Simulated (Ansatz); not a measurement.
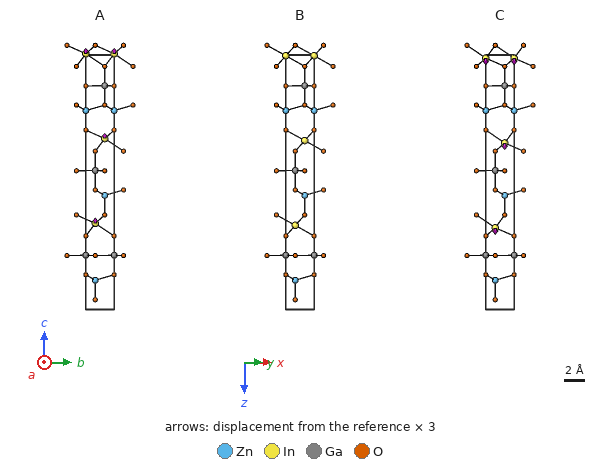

A scan of solid ZnInGaO4 (R3m) along one coordinate. A ball-and-stick model of the conventional cell (3 times the calculation's cell), seen along the a axis. Purple arrows: displacements from the reference. Lengths and directions refer to the drawn axes.

These are results of DFT PBEsol, scalar-relativistic, plane waves, PAW (Ansatz 0.2.0), not measurements. Set-up: plane-wave cutoff 420 eV; k-point mesh 12 × 12 × 12; occupations gaussian; smearing width 0.05 eV; no spin polarisation. Energies (free energies at the smearing named) are counted from the cell as listed in its source, which wasn't relaxed.

Question: What is being scanned?

Answer: The In atom (one in each cell of 7 atoms) is moved along Cartesian [0 0 1], all else fixed. In the frames the displacement is −0.20 Å (A), 0.00 Å (B), 0.25 Å (C). Their energies are 318 meV/cell, 0 meV/cell, 466 meV/cell.
